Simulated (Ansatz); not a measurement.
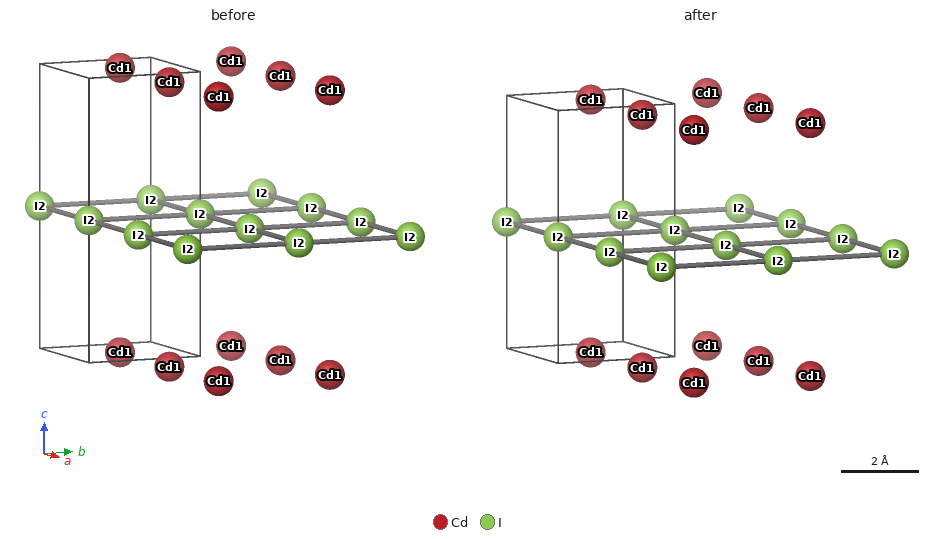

The structure of crystalline CdI (a generated structure, set up in P4/mmm) (coarse preliminary run) before (left) and after (right) a relaxation, at one scale.

Style: ball-and-stick. Shown: the cell of the calculation, repeated 3 × 2 × 1 with one cell outlined, slightly off an axis.

The calculation used Ansatz, DFT PBE, scalar-relativistic, plane waves, PAW.

Input file:
```yaml
crystal:
  lattice:
    - [3.16546583, 0.0, 0.0]
    - [0.0, 3.16546583, 0.0]
    - [0.0, 0.0, 7.4638896]
  atoms:
    - { symbol: Cd, position: [0.5, 0.5, 0.0] }
    - { symbol: I, position: [0.0, 0.0, 0.5] }
basis:
  ecutwfc: 420
kpoints:
  mp_grid: { grid: [6, 6, 4] }
hamiltonian:
  xc: pbe
scf:
  occupations: { method: gaussian, width: 0.1 }
  lower_state_search: "off"
output:
  forces: true
  stress: true
  eigenvalues: true
relax:
  adjacent_minimum: "off"
  f_tol: 0.04
  max_steps: 70
  cell: { stress_tol: 0.4 }
```

Command:
```bash
ansatz run input.yaml --threads 1 --pin off --max-ram 2560MiB --backend cpu --events-out ev --progress --plain --runs-dir out
```

**Summarise the run.**

The atoms keep their places relative to the cell (all moves are under 0.005 Å). Cell: a = b 3.165 → 3.312 Å (+4.6 %), c 7.464 → 6.633 Å (−11.1 %). Volume −2.7 %. Near-neighbour distances that change, for instance: I2–I2 3.165 → 3.312 Å. The space group stays P4/mmm (No. 123). After 3 accepted moves (4 points after the start) the energy has fallen by 53.1 meV per atom. All forces vanish by symmetry, so only the cell relaxes. Pressure: 1.44 GPa at the start and −0.11 GPa at the end. At 1 point the geometry stayed and the basis and grid were re-selected for the new cell (energy shift of 0.1 meV per atom at most each time).

Limits of the set-up: layers or molecules are held without a dispersion correction, so their spacing is unreliable.
